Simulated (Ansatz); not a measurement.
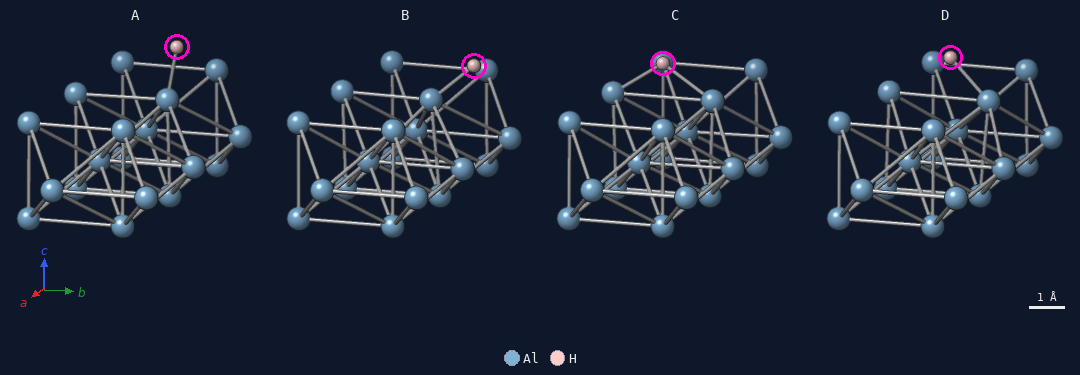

4 geometries from a converged minimum-energy path of H on Al(110) (19 atoms in the cell), shuffled. The picture is a ball-and-stick view of the simulation cell, with the vacuum cut short (origin moved), seen slightly off an axis. The moving atom is ringed, with any periodic copies. Bonds to atoms that aren't drawn are left out.

All numbers below come from DFT PBE, scalar-relativistic, plane waves, PAW (Ansatz 0.2.0). Run with plane-wave cutoff 420 eV; k-point mesh 2 × 3 × 1; Gaussian smearing 0.05 eV; 6 atoms held fixed; 5 movable images; climbing image; force threshold 0.03 eV/Å; iteration limit 18; starting path by image-dependent pair potential.

Which frame is the top of the path?

A. In order along the path, whose images run from 0 to 6: C (image 0, 0.000 eV), D (image 1, +0.085 eV), A (image 3, +0.143 eV), B (image 5, +0.047 eV). The adsorbate starts on a hollow site and hops by a lattice vector of the surface; other mechanisms, such as exchange with a surface atom, weren't searched. The H atom travels furthest, 2.86 Å from end to end, on a path that bends up to 0.61 Å away from the straight line. At the highest image its nearest neighbour (Al) is 1.60 Å away, against 1.81 Å at the start, and the surrounding atoms stand up to 0.08 Å off the mean of their end positions.

Limits of the set-up: the periodic images lie only 5.7 Å apart, so the values are limited by the cell's size.

The run took 14 min on 1 thread of Arm Neoverse V1 (shared host), peak memory 1.2 GiB.

PAW datasets: the set soft_1.
